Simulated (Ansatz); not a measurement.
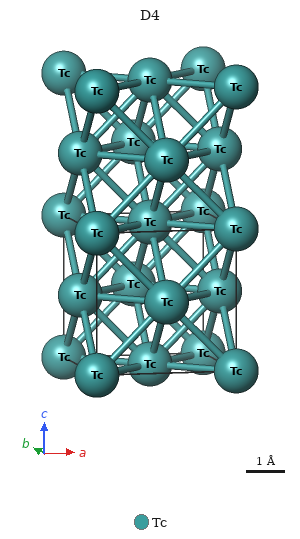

Crystalline Tc (set up in Fm-3m), relaxed (cell and atoms) with several dispersion corrections. The picture shows the result with D4. Style: ball-and-stick. Shown: the conventional cell (4 times the calculation's cell), repeated 1 × 1 × 2 with one cell outlined, slightly off an axis. Lengths and directions refer to the drawn axes.

Computed with Ansatz 0.2.0: r2SCAN, Ansatz PAW. (plane-wave cutoff 500 eV; k-point mesh 12 × 12 × 12; occupations fermi-dirac; smearing width 0.05 eV; no spin polarisation; cell and atoms relaxed; force threshold 0.01 eV/Å)

| dispersion correction | volume (Å³/atom) | a (Å) |
| --- | --- | --- |
| D4 | 14.194 | 3.843 |
| rVV10 | 14.178 | 3.842 |
| D3(BJ)-ATM | 14.198 | 3.844 |
| D3(BJ) | ? | ? |
| none | 14.279 | 3.851 |

Question: Fill in the missing row.

Answer: With D3(BJ) the volume is the smallest of the series, below rVV10 (14.178). The calculation gives 14.127 Å³/atom (a = 3.837 Å). In order of volume: D3(BJ) < rVV10 < D4 ≈ D3(BJ)-ATM < none; the spread is 1.1 %.

Each member starts from this one structure; whether another phase lies lower wasn't checked.
